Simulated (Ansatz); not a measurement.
BeS

Input file:

```
crystal:
  lattice:
    - [0.0, 2.3172971969, 2.3172971969]
    - [2.4099890848, 0.0, 2.3172971969]
    - [2.4099890848, 2.3172971969, 0.0]
  atoms:
    - { symbol: Be, position: [0.0, 0.0, 0.0] }
    - { symbol: S, position: [0.5, 0.5, 0.5] }
kpoints:
  mp_grid: { grid: [10, 10, 10] }
  band_path:
    path:
      - [0.0, 0.0, 0.0]
      - [0.5, 0.0, 0.5]
      - [0.625, 0.25, 0.625]
      - [0.375, 0.375, 0.75]
      - [0.5, 0.5, 0.5]
      - [0.5, 0.25, 0.75]
      - [0.143229, 0.007812, -0.135417]
    npoints: 1
hamiltonian:
  xc: r2scan
scf:
  occupations: { method: fixed }
  n_extra_bands: 4
output:
  forces: true
  stress: true
  eigenvalues: true
  write_density: true
  write_potential: true
  elf: true
  volumetric_format: npy
```

Command:

```sh
ansatz run input.yaml --threads 4 --pin off --max-ram 4608MiB --backend cpu --events-out ev --progress --plain --runs-dir out
```

Below, planes, directions and counts refer to the conventional cell (a = 3.28 Å, b = 3.28 Å, c = 4.82 Å, α = 90.00°, β = 90.00°, γ = 90.00°).

Space group I4/mmm; started from the rocksalt prototype, which need not be the ambient phase; changed on purpose from its base cell (uniaxial x strain +4.0%); computed pressure about −4 GPa in this cell.

Level of theory: Ansatz 0.2.0, DFT, r2SCAN, plane waves, PAW.

The density is the valence pseudo-density of a PAW calculation; it isn't the true density close to the nuclei.

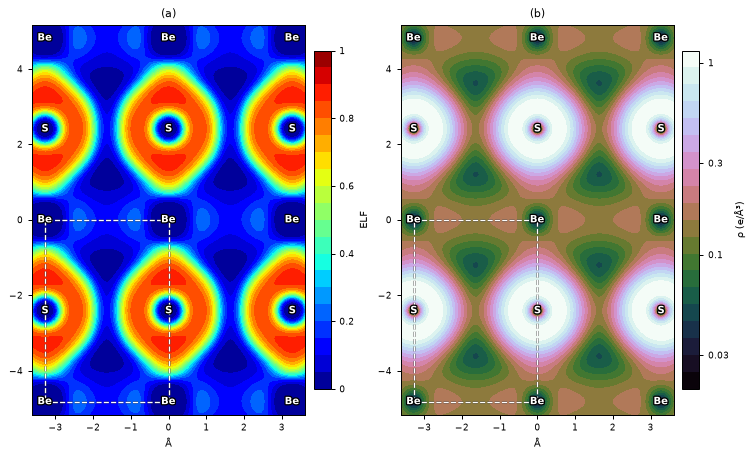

Figure 1. (a) electron localisation function; (b) valence electron density on the (100) plane of the conventional cell.

**What does the map show?**

The section cuts through Be and S sites. Be–S (2.41 Å): ρ at the midpoint is about 0.37 e/Å³; the ELF peaks at about 0.90 in the valence shell of S, 0.9 Å from its nucleus, and is about 0.80 at the midpoint. Between the atoms the lowest density in this plane is 0.05 e/Å³.

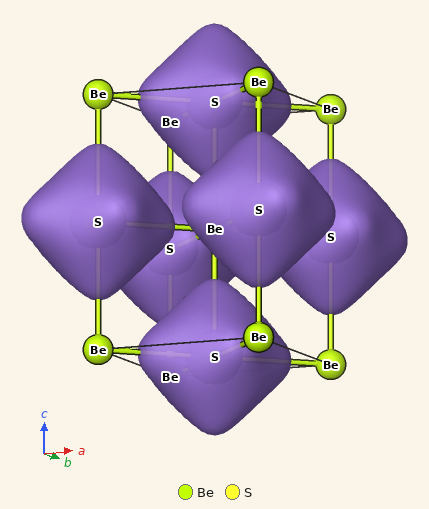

Figure 2. Isosurface of the electron localisation function at 0.65 (purple), seen at an oblique angle. Core shells and regions of very low density are left out. Sticks mark near contacts.

**What do the ELF domains correspond to?**

The ELF exceeds this value in two regions wrapped around S (the valence shell of each), counted in one cell of 4 atoms. Regions shared between cells count once. Profiles from the grid: Be–S (2.32 Å): the ELF peaks at about 0.90 in the valence shell of S, 0.9 Å from its nucleus, and is about 0.85 at the midpoint.

**Does the calculation give a band gap?**

It is gapped, with a Kohn–Sham gap of 1.2 eV on the k-point mesh, an upper bound to the gap of this method.
